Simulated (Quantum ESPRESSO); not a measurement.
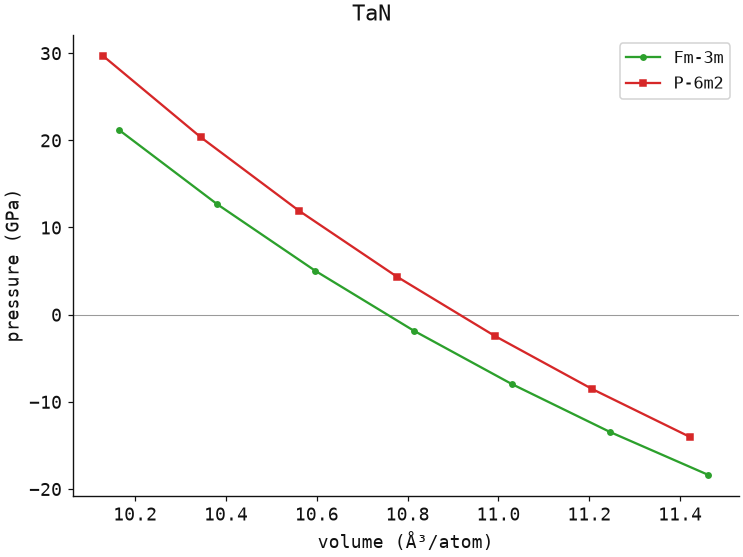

Computed with Quantum ESPRESSO 7.5: plane-wave DFT, no spin polarisation; energies at scaled volumes of the given cell, shape and fractions fixed, counted from the fit's minimum, third-order Birch-Murnaghan fit. Level: PBE.

- occupations: Fermi–Dirac
- smearing width: 0.05 eV
- potentials: SSSP 1.3 efficiency PBE
- wave cutoff: 816.3 eV
- density cutoff: 6531 eV

Caption: Pressure against volume, with one curve for each structure, for TaN.

Settings that differ: Fm-3m: k mesh 10×10×10; P-6m2: k mesh 10×10×9.

The fitted equilibrium volumes, smallest first, are Fm-3m 10.761, P-6m2 10.920 Å³/atom. The fitted bulk moduli, smallest first, are Fm-3m 331.0, P-6m2 338.5 GPa. For Fm-3m, the pressure falls from 21.18 GPa at volume 10.16 Å³/atom to −18.39 GPa at 11.46 Å³/atom, and changes sign near 10.76 Å³/atom. For P-6m2, the pressure falls from 29.68 GPa at volume 10.13 Å³/atom to −14.05 GPa at 11.42 Å³/atom, and changes sign near 10.91 Å³/atom.
